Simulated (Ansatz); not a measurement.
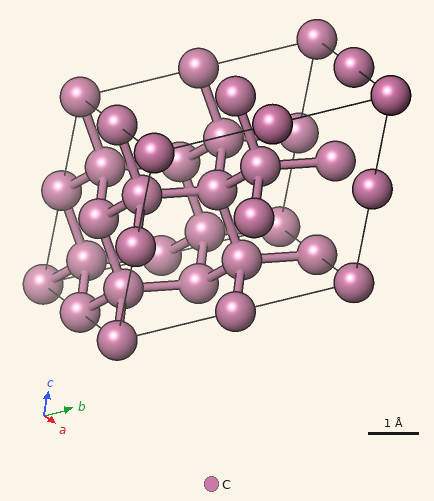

Starting frame of a dynamics run of a 16-atom cell of C. The cell was cut from the diamond crystal. A ball-and-stick model of the reduced simulation cell, seen slightly off an axis. Bonds to atoms that aren't drawn are left out. Lengths and directions refer to the drawn axes.

These are results of DFT PBE, scalar-relativistic, plane waves, PAW (Ansatz 0.2.0), not measurements.

Input
```yaml
crystal:
  lattice:
    - [0.0, 3.68524, 3.68524]
    - [3.68524, 0.0, 3.68524]
    - [3.68524, 3.68524, 0.0]
  atoms:
    - { symbol: C, position: [0.0, 0.0, 0.0] }
    - { symbol: C, position: [0.125, 0.125, 0.125] }
    - { symbol: C, position: [0.0, 0.0, 0.5] }
    - { symbol: C, position: [0.125, 0.125, 0.625] }
    - { symbol: C, position: [0.0, 0.5, 0.0] }
    - { symbol: C, position: [0.125, 0.625, 0.125] }
    - { symbol: C, position: [0.0, 0.5, 0.5] }
    - { symbol: C, position: [0.125, 0.625, 0.625] }
    - { symbol: C, position: [0.5, 0.0, 0.0] }
    - { symbol: C, position: [0.625, 0.125, 0.125] }
    - { symbol: C, position: [0.5, 0.0, 0.5] }
    - { symbol: C, position: [0.625, 0.125, 0.625] }
    - { symbol: C, position: [0.5, 0.5, 0.0] }
    - { symbol: C, position: [0.625, 0.625, 0.125] }
    - { symbol: C, position: [0.5, 0.5, 0.5] }
    - { symbol: C, position: [0.625, 0.625, 0.625] }
basis:
  ecutwfc: 420.0
kpoints:
  mp_grid: { grid: [3, 3, 3] }
hamiltonian:
  xc: pbe
scf:
  occupations: { method: fermi_dirac, width: 0.24 }
  lower_state_search: "off"
md:
  timestep: 0.75
  n_steps: 100
  ensemble: nvt_langevin
  temperature: 2800.0
  initial_velocities: maxwell_boltzmann
  seed: 668945
  friction: 0.02
```

Command:
```bash
ansatz run input.yaml --threads 1 --pin off --max-ram 3072MiB --backend cpu --events-out ev --progress --plain --runs-dir out
```

Question: What does the trajectory do?

Answer: Over the second half the temperature averages 2158 K (spread ±238 K). The potential energy is still drifting at the end, so the run hasn't reached equilibrium. The potential energy in the second half lies on average 278 meV per atom above the first frame. In the second half of the run the atoms are, in the root-mean-square, this far from where they began (common drift taken out): C 0.14 Å. The run lasts only 75 fs, too short to tell vibration from diffusion.

Along the run (each row but the first and the last is the mean over the interval that it begins):

```
time (fs)  potential energy (meV/atom)  T (K)
      0.0                          0.0   2625
      7.5                        289.1   1282
     15.0                        248.5   1835
     22.5                        241.3   2218
     30.0                        292.2   2176
     37.5                        264.8   2460
     45.0                        335.3   2064
     52.5                        300.0   2035
     60.0                        210.4   2240
     67.5                        280.0   2018
     75.0                        278.1   1917
```

The paths of the atoms, magnified 2 times:

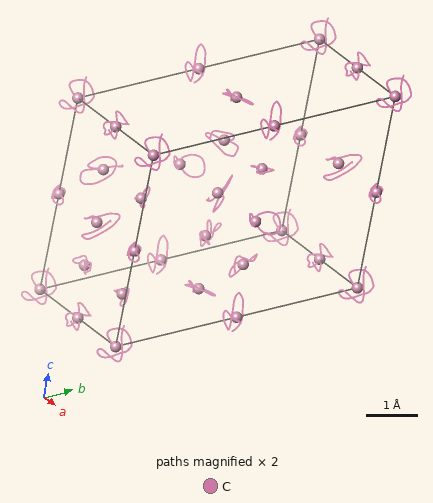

Cost: 8 min on 1 thread of Arm Neoverse V2, with other jobs on the host, peak memory 0.4 GiB.
